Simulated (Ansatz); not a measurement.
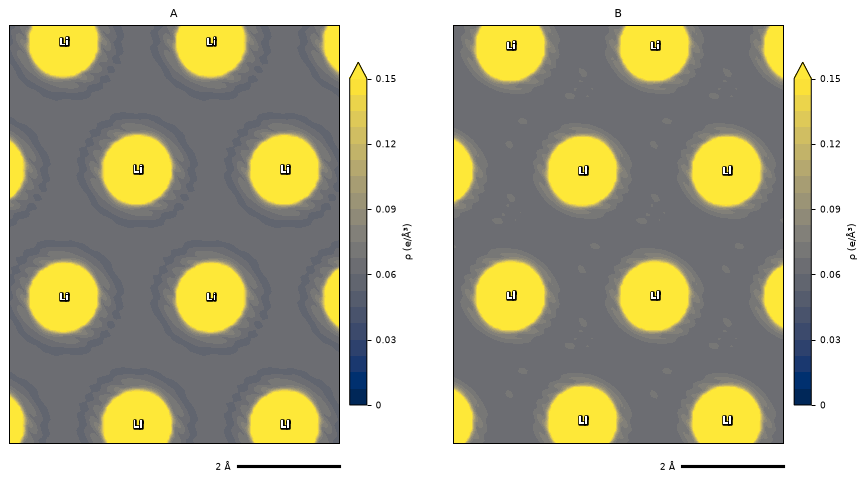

Li. The valence charge density (pseudo) of two cells that differ in size, on the (001) plane of each (indices in the axes of the calculation cell), at one length scale and on one colour scale: A has 17.7 Å³ an atom and B 16.6.

Method: DFT PBE+D3(BJ), scalar-relativistic, plane waves, PAW (Ansatz).

Core electrons are frozen (PAW), and the valence fields are smoothed inside the atomic spheres.

The larger cell:

```
CELL_PARAMETERS angstrom
2.92024 0.00000 0.00000
-1.46012 2.52900 0.00000
0.00000 0.00000 9.58995
ATOMIC_POSITIONS crystal
Li 0.00000 0.00000 0.00000
Li 0.33333 0.66667 0.25000
Li 0.00000 0.00000 0.50000
Li 0.66667 0.33333 0.75000
```

The smaller cell: a = 2.859 Å, b = 2.859 Å, c = 9.388 Å, α = 90.00°, β = 90.00°, γ = 120.00°.

Question: What changes from the larger cell to the smaller?

Answer: From the larger cell to the smaller, Li–Li goes from 2.92 to 2.86 Å, and the density at its midpoint from 0.06 to 0.07 e/Å³; the pressure goes from 0.5 to 1.7 GPa.
